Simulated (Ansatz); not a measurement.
# What a change does: single-point calculation on Sb

System: Sb (Fm-3m, 1 atom in the cell).
Method of run 1: Kohn-Sham DFT of a periodic cell, r2SCAN0 form with a typed share of exact exchange, Ansatz PAW, no spin polarisation (Ansatz 0.2.0).

The structure derives from a Materials Project entry. Text and figures count atoms from 1; the logs count them from 0 in places.

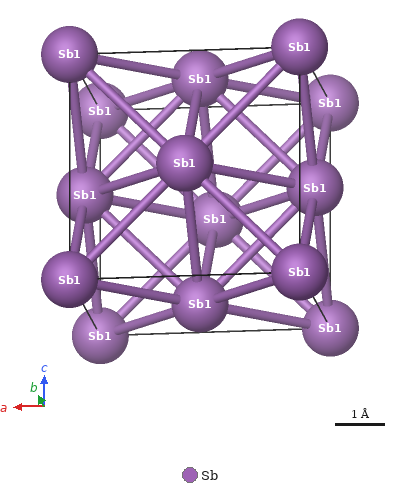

Figure 1. The structure (ball-and-stick view of the cell 4 times as large as that of the calculation, set on its symmetry axes, seen at an oblique angle; atoms are numbered from 1 in the order of the input). An atom can appear more than once, as a periodic image. Near neighbours in the periodic cell (some may lie outside the picture): Sb has 12 Sb at 3.35 Å.

## Input file, run 1
```yaml
crystal:
  lattice:
    - [0.0, 2.3712425216, 2.3712425216]
    - [2.3712425216, 0.0, 2.3712425216]
    - [2.3712425216, 2.3712425216, 0.0]
  atoms:
    - { symbol: Sb, position: [0.0, 0.0, 0.0] }
hamiltonian:
  xc: { exchange: r2scan, correlation: r2scan, exx: { coeff: 0.1 } }
  pseudopotentials: { kind: paw }
kpoints:
  mp_grid: { grid: [6, 6, 6] }
scf:
  occupations: { method: fermi_dirac, width: 0.05 }
output:
  forces: true
  stress: true
  eigenvalues: true
```

Command:
```bash
ansatz run input.yaml --threads 2 --pin off --max-ram 5632MiB --backend cpu --events-out ev --progress --plain --runs-dir out
```

Hardware: 2 threads of Arm Neoverse V2, 24 GiB of memory available, shared host.

## Output, shortened to warnings, some set-up lines, iterations and results (run 1)
```
Warning: output.stress: scf.convergence.dr2_threshold = 1e-7 eV (the SCF's general default) is looser than the 1e-10 eV advised for a printed stress (1e-10 eV for each atom of the cell: 1). What an SCF threshold leaves in a stress goes as its square root, and in the free energy as the threshold itself, and one threshold admits the most on a small cell: of the crystals measured, under no hybrid …
Warning: output.stress: scf.exx.energy_threshold = 1e-6 eV is looser than the 1e-8 eV advised for a stress under a hybrid functional (1e-8 eV for each atom of the cell: 1). Every SCF of the exchange loop can meet its threshold on dr2 while the loop round them stops early: no threshold on dr2 bounds what that leaves in the stress. Set scf.exx.energy_threshold to 1e-8 eV or tighter. The threshold …
Basis set: ecut = 500 eV, 645 PW (Γ), exchange–correlation on 100×100×100 points (64 copies of the dense FFT grid, shifted against one another)
Symmetry: 48 space group operations
k-points: 16 of 216
Initial density: superposition of atomic densities (neutral atoms: chi_scale 0, normalization atom), corrected by the library's trained network
[...]
SCF iter   1: F=—  HF=-6498.679218 eV  |F-HF|=—  |Δ(HF+E_count)|=         —  Δρ=4.08e-3  dr2=1.52e-3  dr2_τ=2.01e-4  ethr=1.77e-3  ⟨swp⟩=10.2  Hψ=939  notcnv=0
SCF iter   2: F=—  HF=-6498.685041 eV  |F-HF|=—  |Δ(HF+E_count)|=   5.82e-3  Δρ=1.80e-3  dr2=2.69e-4  dr2_τ=8.40e-6  ethr=1.02e-5  ⟨swp⟩=3.8  Hψ=531  notcnv=0  defer=10
SCF iter   3: F=—  HF=-6498.685283 eV  |F-HF|=—  |Δ(HF+E_count)|=   2.42e-4  Δρ=2.93e-4  dr2=7.42e-6  dr2_τ=9.51e-7  ethr=4.81e-8  ⟨swp⟩=3.4  Hψ=747  notcnv=0  defer=3
SCF iter   4: F=—  HF=-6498.685290 eV  |F-HF|=—  |Δ(HF+E_count)|=   6.88e-6  Δρ=1.36e-5  dr2=2.69e-8  dr2_τ=2.85e-9  ethr=4.81e-8  ⟨swp⟩=3.1  Hψ=357  notcnv=0  defer=2
SCF iter   5: F=—  HF=-6498.685290 eV  |F-HF|=—  |Δ(HF+E_count)|=   8.95e-8  Δρ=5.46e-6  dr2=6.53e-9  dr2_τ=2.77e-10  ethr=1.80e-10  ⟨swp⟩=4.1  Hψ=537  notcnv=0  defer=2
[... 5 lines ...]
SCF iter   4: F=-6498.604578 eV  HF=-6498.604578 eV  |F-HF|=2.94e-8  |Δ(HF+E_count)|=   2.87e-6  Δρ=3.04e-5  dr2=1.89e-7  dr2_τ=1.47e-8  ethr=1.01e-8  ⟨swp⟩=3.3  Hψ=501  …
SCF 2 stopped early in 4 iterations: F = -6498.604578 eV  dr2 = 1.89e-7
SCF iter   1: F=—  HF=-6498.604570 eV  |F-HF|=—  |Δ(HF+E_count)|=         —  Δρ=8.19e-6  dr2=9.48e-9  dr2_τ=2.39e-10  ethr=3.44e-8  ⟨swp⟩=6.1  Hψ=518  notcnv=0
SCF iter   2: F=-6498.604570 eV  HF=-6498.604570 eV  |F-HF|=2.33e-9  |Δ(HF+E_count)|=   2.95e-8  Δρ=5.93e-6  dr2=3.68e-9  dr2_τ=2.05e-10  ethr=4.89e-11  ⟨swp⟩=4.4  Hψ=505  …
SCF 3 converged in 2 iterations: F = -6498.604570 eV  dr2 = 3.68e-9
  Residual-converged pass: ⟨swp⟩=2.3  Hψ=306  notcnv=0  max |occ|·‖R‖ = 2.2e-6 eV (tolerance 2.4e-6 eV)  dr2=3.68e-9  dr2_τ=2.05e-10  dr2_onsite=6.23e-10  max |Δocc| = 2.0e-12
hybrid outer 2: dexx = +1.481e-8 eV, tail = 9.03e-9 eV, Δε = 1.42e-3 eV (about 2.47e-4 eV left of the loop's levels)
hybrid SCF converged: 2 outer / 6 inner (+6 warm-up), last move |dexx| = 1.48e-8 eV, tail = 9.03e-9 eV
Stability not checked: this state was not tested for a lower state beside it, because the functional holds exact exchange (a hybrid, or Hartree-Fock), whose exchange loop this test does not read (fock_operator; see scf.lower_state_search)
Free energy (F): -6498.604570 eV
Frozen-core exchange: fock
Harris-Foulkes:  -6498.604570 eV  (|F-HF|=2.33e-9)
Internal energy: -6498.594656 eV  (E = F + TS)
E sigma→0 (E₀):  -6498.599613 eV
Entropy (-TS):   -0.009915 eV (-9.915 meV/atom)
Fermi energy:    12.027048 eV
--- Per-component energies (eV) ---
  E_band       = -166.120628
  E_kinetic    = 205.697604
  E_local      = -1424.819129  (includes V_loc(G=0)·N_el)
  E_nonlocal   = 361.792245
  E_hartree    = 652.417703
  E_xc         = -115.914393
  E_vxc        = -93.513406  (∫ρ·V_xc dr)
  E_exx        = -18.584117  (= α·E_x^exact, valence–valence)
  E_paw        = -4593.530348  (= ΣΔE_a)
  E_vpaw       = -489.210506  (= ΣTr[D̂ρ^β])
  E_aug_tail   = -0.000001  (compensation charges beyond the density's cutoff)
  E_vtau       = 6.265279  (kinetic-family band-sum trace: ∫τ·v_τ [+ j·A + Jᵃ·Aᵃ] dr)
  E_ewald      = -1566.118529
  E_core_change = 0.464308  (= ΣΔE_core)
  E_smearing   = -0.009915  (= −TS)
  E_closure    = -0.000000  (closes the sum)
  Σ components = -6498.604570   (vs F -6498.604570, Δ=9.09e-13)
--- Forces (eV/Å), atoms counted from 1 ---
  atom   1  Sb    -0.00000000    -0.00000000     0.00000000
  max |Σ_I F_I| component: 8.94e-30 eV/Å
--- Stress (GPa, compression-positive) ---
        0.339078       0.000000       0.000000
        0.000000       0.339078      -0.000000
        0.000000      -0.000000       0.339078
  P = ⅓ Tr σ = 0.3391 GPa (3.391 kbar)
```

The input of run 2 differs as follows (lines with − go, lines with + come):
```diff
-  xc: { exchange: r2scan, correlation: r2scan, exx: { coeff: 0.1 } }
+  xc: r2scan
```

Predict how the results change.

The total energies belong to different methods, so their difference says nothing on which is more stable or more accurate. The pressure goes from 0.34 to 1.32 GPa. The SCF takes 6 iterations against 12.

## Output, shortened to warnings, some set-up lines, iterations and results (run 2)
```
Basis set: ecut = 500 eV, 645 PW (Γ), exchange–correlation on 100×100×100 points (64 copies of the dense FFT grid, shifted against one another)
Symmetry: 48 space group operations
k-points: 16 of 216
Initial density: superposition of atomic densities (neutral atoms: chi_scale 0, normalization atom), corrected by the library's trained network
[...]
SCF iter   1: F=—  HF=-6498.679822 eV  |F-HF|=—  |Δ(HF+E_count)|=         —  Δρ=4.23e-3  dr2=1.59e-3  dr2_τ=2.09e-4  ethr=1.77e-3  ⟨swp⟩=5.4  Hψ=1150  notcnv=0
SCF iter   2: F=—  HF=-6498.685048 eV  |F-HF|=—  |Δ(HF+E_count)|=   5.23e-3  Δρ=1.69e-3  dr2=2.47e-4  dr2_τ=6.56e-6  ethr=1.06e-5  ⟨swp⟩=2.0  Hψ=504  notcnv=0  defer=8
SCF iter   3: F=—  HF=-6498.685282 eV  |F-HF|=—  |Δ(HF+E_count)|=   2.34e-4  Δρ=4.88e-4  dr2=1.96e-5  dr2_τ=2.63e-6  ethr=1.65e-6  ⟨swp⟩=2.0  Hψ=220  notcnv=0  defer=8
SCF iter   4: F=—  HF=-6498.685291 eV  |F-HF|=—  |Δ(HF+E_count)|=   9.58e-6  Δρ=1.52e-5  dr2=3.04e-8  dr2_τ=2.16e-8  ethr=1.31e-7  ⟨swp⟩=2.2  Hψ=242  notcnv=0  defer=8
SCF iter   5: F=-6498.685291 eV  HF=-6498.685291 eV  |F-HF|=6.59e-9  |Δ(HF+E_count)|=   1.76e-7  Δρ=4.18e-6  dr2=1.86e-9  dr2_τ=2.42e-10  ethr=2.02e-10  ⟨swp⟩=2.0  Hψ=302  …
SCF iter   6: F=-6498.685291 eV  HF=-6498.685291 eV  |F-HF|=5.64e-11  |Δ(HF+E_count)|=   7.53e-9  Δρ=3.91e-7  dr2=5.85e-11  dr2_τ=1.06e-11  ethr=1.24e-11  ⟨swp⟩=3.8  Hψ=792  …
SCF 1 converged in 6 iterations: F = -6498.685291 eV  dr2 = 5.85e-11
SCF converged after 6 iterations
Free energy (F): -6498.685291 eV
Harris-Foulkes:  -6498.685291 eV  (|F-HF|=5.64e-11)
Internal energy: -6498.671456 eV  (E = F + TS)
E sigma→0 (E₀):  -6498.678374 eV
Entropy (-TS):   -0.013836 eV (-13.836 meV/atom)
Fermi energy:    12.009512 eV
--- Per-component energies (eV) ---
  E_band       = -152.823956
  E_kinetic    = 205.843029
  E_local      = -1425.700710  (includes V_loc(G=0)·N_el)
  E_nonlocal   = 362.132290
  E_hartree    = 652.688416
  E_xc         = -127.246981
  E_vxc        = -102.931753  (∫ρ·V_xc dr)
  E_paw        = -4600.775008  (= ΣΔE_a)
  E_vpaw       = -504.635900  (= ΣTr[D̂ρ^β])
  E_aug_tail   = -0.000001  (compensation charges beyond the density's cutoff)
  E_vtau       = 7.092593  (kinetic-family band-sum trace: ∫τ·v_τ [+ j·A + Jᵃ·Aᵃ] dr)
  E_ewald      = -1566.118529
  E_core_change = 0.506037  (= ΣΔE_core)
  E_smearing   = -0.013836  (= −TS)
  E_closure    = 0.000000  (closes the sum)
  Σ components = -6498.685291   (vs F -6498.685291, Δ=0.00e0)
--- Forces (eV/Å), atoms counted from 1 ---
  atom   1  Sb    -0.00000000     0.00000000     0.00000000
  max |Σ_I F_I| component: 1.73e-31 eV/Å
--- Stress (GPa, compression-positive) ---
        1.321257       0.000000      -0.000000
       -0.000000       1.321257       0.000000
        0.000000      -0.000000       1.321257
  P = ⅓ Tr σ = 1.3213 GPa (13.213 kbar)
```

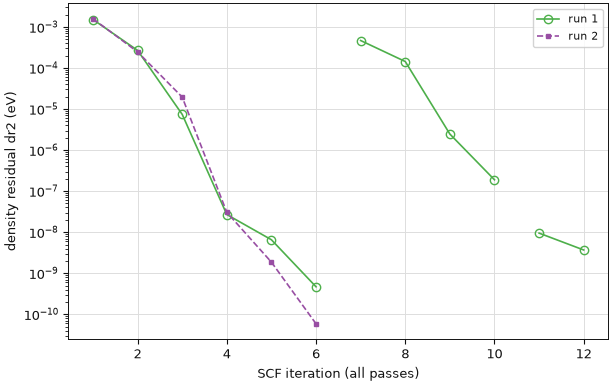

Figure 2. Convergence of the two runs: density residual dr2 against the SCF iteration. A break in a curve parts two SCF passes. Run 1 takes 12 iterations in all, and run 2 takes 6.

## The two runs side by side

| quantity | run 1 | run 2 |
| --- | --- | --- |
| outcome | converged | converged |
| free energy per atom (eV) | −6498.6046 | −6498.6853 |
| energy per atom, smearing taken to zero (eV) | −6498.5996 | −6498.6784 |
| gap on the mesh (eV) | 0.00 | 0.00 |
| pressure (GPa) | 0.34 | 1.32 |
| largest force (eV/Å) | 0.000 | 0.000 |
| SCF iterations | 12 | 6 |
| irreducible k-points | 16 | 16 |
| plane waves at Γ | 645 | 645 |
| wall time (shared host) | 12 s | 0.74 s |

For run 1: Warnings: the exchange loop's threshold is looser than advised for the stress; the SCF threshold is looser than advised for the printed stress.
